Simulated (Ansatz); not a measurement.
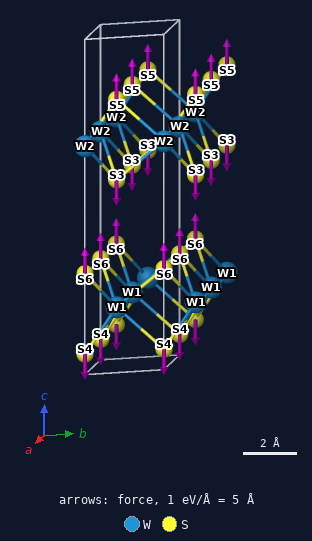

Starting geometry of crystalline WS$_{2}$ (set up in P6_3/mmc) with the computed forces as purple arrows. The picture is a ball-and-stick view of the cell of the calculation, repeated 3 × 2 × 1 with one cell outlined, seen slightly off an axis.

Theory: DFT PBE, scalar-relativistic, plane waves, PAW (Ansatz).

Input
```yaml
crystal:
  lattice:
    - [3.1842228922, 0.0, 0.0]
    - [-1.5921114461, 2.757617916, 0.0]
    - [0.0, 0.0, 12.97828236]
  atoms:
    - { symbol: W, position: [0.33333333, 0.66666667, 0.25] }
    - { symbol: W, position: [0.66666667, 0.33333333, 0.75] }
    - { symbol: S, position: [0.33333333, 0.66666667, 0.62980494] }
    - { symbol: S, position: [0.66666667, 0.33333333, 0.12980494] }
    - { symbol: S, position: [0.33333333, 0.66666667, 0.87019506] }
    - { symbol: S, position: [0.66666667, 0.33333333, 0.37019506] }
basis:
  ecutwfc: 420
kpoints:
  mp_grid: { grid: [12, 12, 2] }
hamiltonian:
  xc: pbe
scf:
  occupations: { method: gaussian, width: 0.02 }
output:
  forces: true
  stress: true
  eigenvalues: true
relax:
  adjacent_minimum: "off"
  f_tol: 0.005
  max_steps: 80
  cell: { stress_tol: 0.05 }
```

Launched with:
```bash
ansatz run input.yaml --threads 4 --pin off --max-ram 8192MiB --backend cpu --events-out ev --progress --plain --runs-dir out
```

Question: Is this structure relaxed? If not, where do the atoms go?

Answer: It isn't relaxed: the largest force vector, on S atoms, is 0.20 eV/Å. Measured relative to the changing cell, the final displacements run against the starting forces (cosine between the two patterns −1.00). The largest moves relative to the cell, 0.22 Å, are those of S3, S4, S5 and S6. S3 goes along +c. W stays in place. The volume changes by +14.8 %, with a = b 3.184 → 3.188 Å (+0.1 %), c 12.978 → 14.871 Å (+14.6 %). Some distances before and after: W1–S4 2.411 → 2.420 Å. The space group stays P6_3/mmc (No. 194). The energy falls by 39.4 meV per cell of the calculation in 10 accepted moves (12 points after the start). Largest force component: 0.2 eV/Å at the start, under 0.0001 eV/Å at the end. The pressure goes from 1.76 to 0.00 GPa. The SCF was repeated twice at an unchanged geometry on a basis and grid sized afresh for the cell, which shifted the energy by 3.6 meV per cell of the calculation at most.
